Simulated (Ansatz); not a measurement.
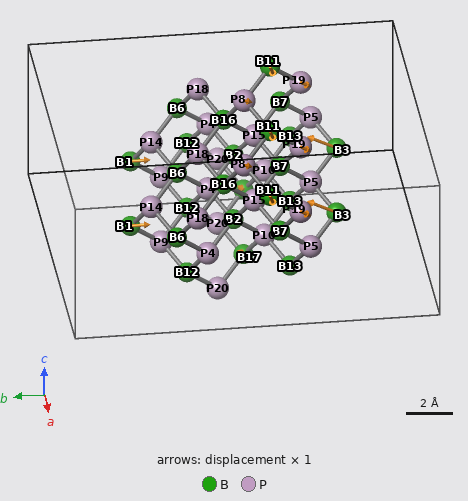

A relaxation of a wire of composition BP. The starting structure is drawn; orange arrows show the displacements (the part carried along by the change of the cell is left out), at their true length.

Style: ball-and-stick. Shown: the 2 repeat of the cell, with the vacuum cut short (origin shifted), from a free direction.

Case: wire along [1 1 0], 20 atoms a period.

Level of theory: DFT PBE, scalar-relativistic, plane waves, PAW (Ansatz 0.2.0).

Input
```yaml
crystal:
  lattice:
    - [17.0, 0.0, 0.0]
    - [0.0, 18.4, 0.0]
    - [0.0, 0.0, 3.2161364922]
  atoms:
    - { symbol: B, position: [0.5472961249, 0.7471904264, 0.0], spin: 0.3 }
    - { symbol: B, position: [0.5472961249, 0.5, 0.0], spin: 0.3 }
    - { symbol: B, position: [0.5472961249, 0.2528095736, 0.0], spin: 0.3 }
    - { symbol: P, position: [0.5472961249, 0.5617976066, 0.5], spin: 0.3 }
    - { symbol: P, position: [0.5472961249, 0.3146071802, 0.5], spin: 0.3 }
    - { symbol: B, position: [0.4527038751, 0.6235952132, 0.5], spin: 0.3 }
    - { symbol: B, position: [0.4527038751, 0.3764047868, 0.5], spin: 0.3 }
    - { symbol: P, position: [0.2635193756, 0.4382023934, 1.0], spin: 0.3 }
    - { symbol: P, position: [0.6418883747, 0.6853928198, 0.0], spin: 0.3 }
    - { symbol: P, position: [0.6418883747, 0.4382023934, 0.0], spin: 0.3 }
    - { symbol: B, position: [0.2635193756, 0.3764047868, 0.5], spin: 0.3 }
    - { symbol: B, position: [0.6418883747, 0.6235952132, 0.5], spin: 0.3 }
    - { symbol: B, position: [0.6418883747, 0.3764047868, 0.5], spin: 0.3 }
    - { symbol: P, position: [0.4527038751, 0.6853928198, 1.0], spin: 0.3 }
    - { symbol: P, position: [0.4527038751, 0.4382023934, 1.0], spin: 0.3 }
    - { symbol: B, position: [0.3581116253, 0.5, 1.0], spin: 0.3 }
    - { symbol: B, position: [0.7364806244, 0.5, 0.0], spin: 0.3 }
    - { symbol: P, position: [0.3581116253, 0.5617976066, 0.5], spin: 0.3 }
    - { symbol: P, position: [0.3581116253, 0.3146071802, 0.5], spin: 0.3 }
    - { symbol: P, position: [0.7364806244, 0.5617976066, 0.5], spin: 0.3 }
basis:
  ecutwfc: 420
kpoints:
  mp_grid: { grid: [1, 1, 10] }
hamiltonian:
  xc: pbe
scf:
  occupations: { method: gaussian, width: 0.05 }
  lower_state_search: "off"
output:
  forces: true
  stress: true
  eigenvalues: true
  populations: true
  write_density: true
  write_potential: true
  elf: true
  volumetric_format: npy
magnetization:
  spin_polarized: true
relax:
  adjacent_minimum: "off"
  f_tol: 0.02
  max_steps: 45
  cell: { fix: [a, b, alpha, beta, gamma], stress_tol: 0.03 }
```

Launched with:
```bash
ansatz run input.yaml --threads 4 --pin off --max-ram 11264MiB --backend cpu --events-out ev --progress --plain --runs-dir out
```

Describe the change and its energy.

After 22 accepted moves (26 points after the start) the energy has fallen by 4.463 eV per cell of the calculation. The largest force component goes from 2.8 to 0.012 eV/Å. The line search rejected the trial steps at points 6, 8, 19 of the run. The SCF was repeated once at an unchanged geometry on a basis and grid sized afresh for the cell, which shifted the energy by 1.4 meV per cell of the calculation at most. B3 moves most relative to the layer's centre: 1.65 Å. By element the largest moves are B 1.65 Å, P 0.61 Å. Along the periodic axis the drawn cell goes c 6.432 → 6.376 Å (−0.9 %). Near-neighbour distances that change, for instance: B3–P19 3.771 → 2.259 Å, B3–P15 3.771 → 2.446 Å, B3–B7 3.216 → 2.077 Å, P5–P19 3.216 → 2.826 Å. New bonds form: B3–P19 (3.77 → 2.26 Å). Among the angles between lasting bonds that change: P9–B1–P14 109.5° → 171.6°, B3–P5–B7 109.5° → 58.6°, B7–P19–B11 109.5° → 74.3°. The program noted that the starting moments weren't kept. The run took 10 min on 4 threads of Intel(R) Xeon(R) 6975P-C (Granite Rapids) (shared host), peak memory 2.1 GiB.
